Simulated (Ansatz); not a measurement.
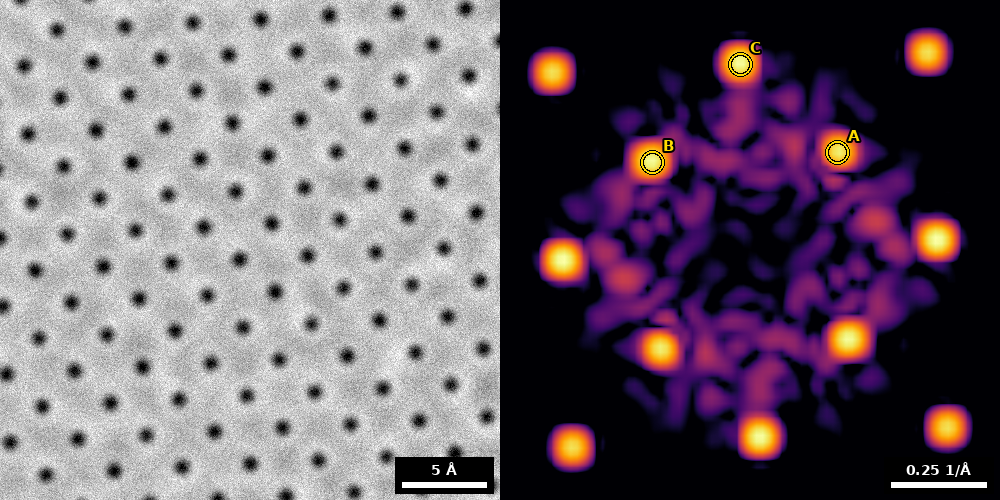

HRTEM-like image of a crystal. Simulated in the weak-phase-object approximation with neutral-atom potentials: 200 kV, Cs = 10 µm, defocus −60 Å (negative is underfocus), defocus spread 15 Å, aperture 1.35 1/Å. Shot noise and the speckle of an amorphous layer were added.

The right panel is the modulus of the image's Fourier transform on a logarithmic scale.

> Which lattice spacings do the marked spots stand for, and what angle do A and B enclose?

A: 2.9 Å, B: 2.9 Å, C: 2.0 Å; A and B enclose about 90°.

The crystal is Sn (I4_1/amd, No. 141) along [001]; the spots are (-2 0 0), (0 -2 0) and (-2 -2 0). Model: the input geometry of a calculation.
